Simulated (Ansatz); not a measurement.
Sc$_{5}$AlN$_{6}$

```xyz
12
Lattice="3.1605 0.0000 0.0000 0.0000 3.1605 0.0000 0.0000 0.0000 13.2943" Properties=species:S:1:pos:R:3 pbc="T T T"
Sc    0.0000    0.0000    8.7579
Sc    0.0000    0.0000    4.5364
Sc    1.5802    1.5802    2.2680
Sc    0.0000    0.0000    0.0000
Sc    1.5802    1.5802   11.0263
Al    1.5802    1.5802    6.6472
N     0.0000    0.0000    6.6472
N     1.5802    1.5802    4.5744
N     0.0000    0.0000    2.2592
N     1.5802    1.5802    0.0000
N     0.0000    0.0000   11.0351
N     1.5802    1.5802    8.7197
```

Space group P4/mmm; a structure generated by program, which may or may not match a known phase; computed pressure about −2 GPa in this cell.

Level of theory: DFT r2SCAN, scalar-relativistic, plane waves, PAW (Ansatz 0.2.0).

Core electrons are frozen (PAW), and the valence fields are smoothed inside the atomic spheres.

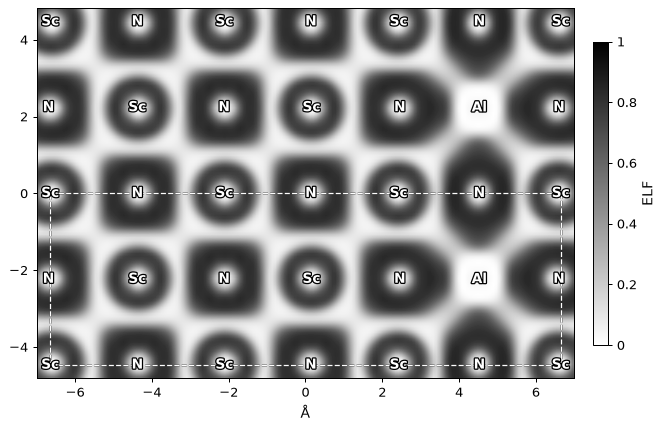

Figure 1. ELF on the (11̄0) plane of the conventional cell.

**What do the fields say about this system?**

- The section cuts through Sc, Al and N sites.
- Al–N (2.07 Å): the ELF peaks at about 0.85 in the valence shell of N, 0.8 Å from its nucleus, and is about 0.80 at the midpoint.
- Sc–N (2.11 Å): the ELF peaks at about 0.85 in the valence shell of N, 0.6 Å from its nucleus, and is about 0.20 at the midpoint; no localised pair shows between them.
- Sc–N (2.23 Å): the ELF peaks at about 0.85 in the valence shell of N, 0.6 Å from its nucleus, and is about 0.20 at the midpoint: no localised pair shows between them.
- Al–N (2.23 Å): the ELF peaks at about 0.80 in the valence shell of N, 0.7 Å from its nucleus, and is about 0.75 at the midpoint.
- Sc–N (2.28 Å): the ELF peaks at about 0.80 in the valence shell of N, 0.7 Å from its nucleus, and is about 0.15 at the midpoint (no shared electron pair shows on this line).
- The features right at Sc lie inside the PAW spheres, where the map follows smoothed inner orbitals and isn't to be read closely.

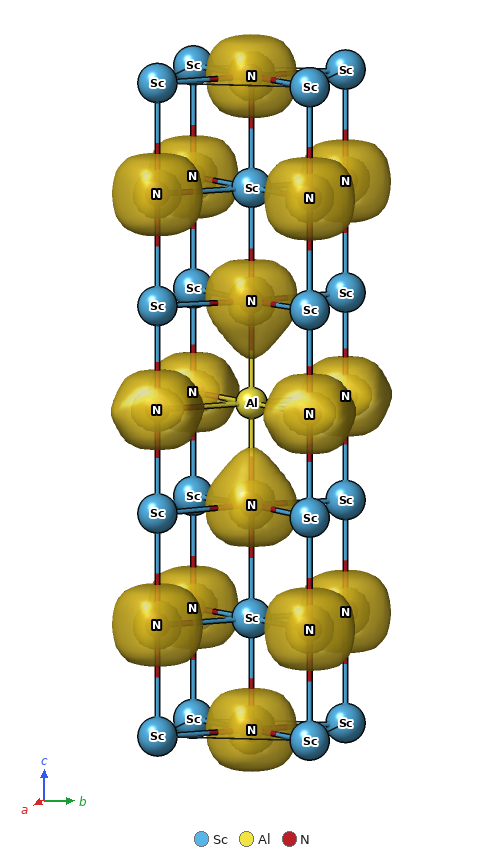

Figure 2. Isosurface of the ELF at 0.75 (yellow), seen slightly off an axis. Only the valence region is drawn (cores and ρ < 0.01 e/Å³ removed). Sticks mark near contacts.

**What do the ELF domains correspond to?**

The ELF exceeds this value in two regions on N in which the atom's valence shell and bonds are merged and four regions wrapped around N (the valence shell of each), counted in one cell of 12 atoms. Any copies at cell faces, edges or corners count once.

**Metal or insulator at this level of theory?**

It is gapped, with a Kohn–Sham gap of 0.42 eV on the k-point mesh, an upper bound to the gap of this method.
